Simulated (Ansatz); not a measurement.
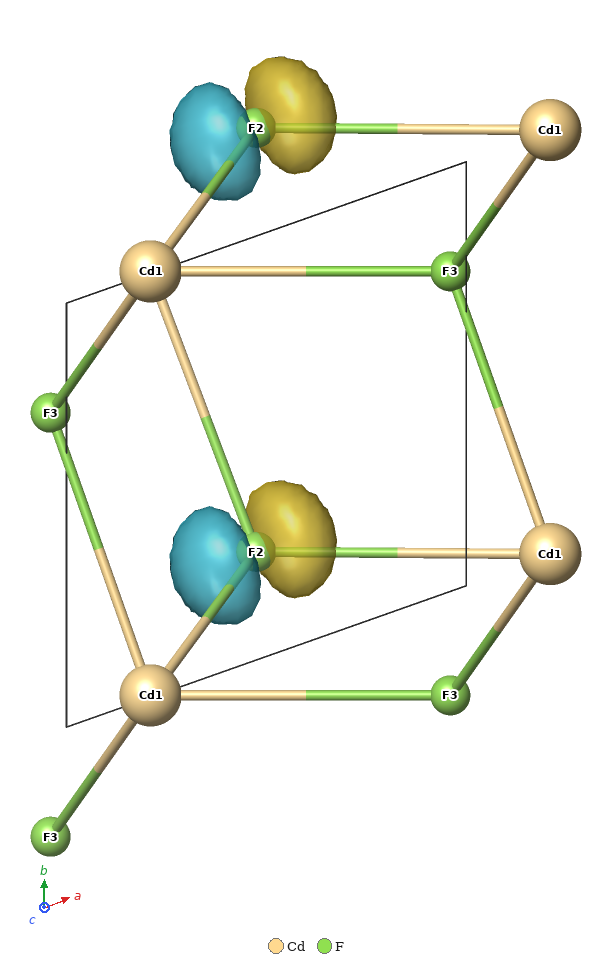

CdF$_{2}$: one atom of the 3-atom cell (and its periodic copies) was moved a little. Density after less density before, yellow at +0.4 and cyan at −0.4 e/Å³, seen along the c axis; cell a = 3.81 Å, b = 3.81 Å, c = 3.81 Å, α = 60.00°, β = 60.00°, γ = 60.00°. The lobes lie largely inside the PAW sphere, where the density is a smoothed one.

Space group Fm-3m.

Theory: Ansatz 0.2.0, DFT r2SCAN, scalar-relativistic, plane waves, PAW.

**Find the displaced atom and its direction.**

F2 moved towards the yellow lobe, to the right in the picture. In the run the shift was 0.05 Å roughly along [1 0 −1] in the axes of the cell drawn.

**How much does the computed force on the atom change?**

The force on it changes by 0.25 eV/Å along the move, against it: a stiffness of about 4.9 eV/Å² for this sublattice shift.

Run times: 3.1 min (moved atom) and 37 s (base cell), on 1 thread of Arm Neoverse N1, with other jobs on the host.
